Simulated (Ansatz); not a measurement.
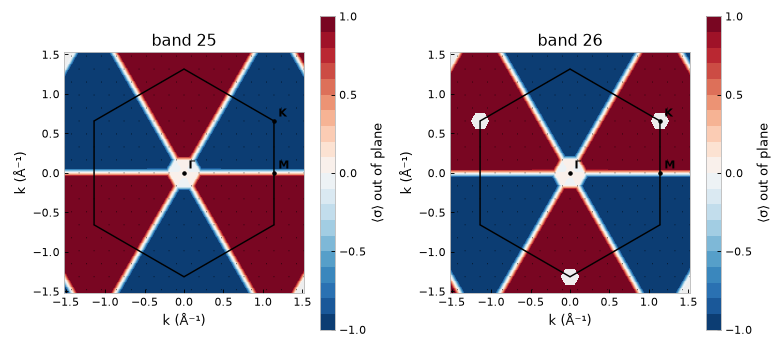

Spin texture of a MoS$_{2}$ monolayer (space group of the slab cell P-6m2) in the plane k₃ = 0, seen along b₁ × b₂: arrows give the in-plane part of ⟨σ⟩, colours the part out of the plane.

All numbers here come from DFT PBE, spin-orbit coupling, plane waves, PAW; levels and slopes on a dense k mesh at the converged density (Ansatz 0.2.0). Non-magnetic. The levels come from a k mesh of 36×36×1 points. Cell and positions as given, without relaxation. The cell comes from a database of computed structures, not from a measurement.

Q: How is the spin locked to momentum in these bands?

A: Band 25 (valence band): the spin expectation value has a mean length of 0.9, almost wholly out of the plane; its out-of-plane part is −1.0 at the labelled K point and +1.0 at the opposite point, so spin is locked to the valley. Band 26 (valence band): the spin expectation value has a mean length of 0.9, almost wholly out of the plane; its out-of-plane part is +1.0 at the labelled K point and −1.0 at the opposite point, so spin is locked to the valley.

Q: Why are these bands spin-split?

A: The structure has no inversion centre, so spin-orbit coupling splits the pair at general k (symmetry can keep it degenerate on some lines and at time-reversal-invariant points), and the spin at −k is opposite to that at k. Bands 25 and 26 lie up to 0.15 eV apart in this plane.
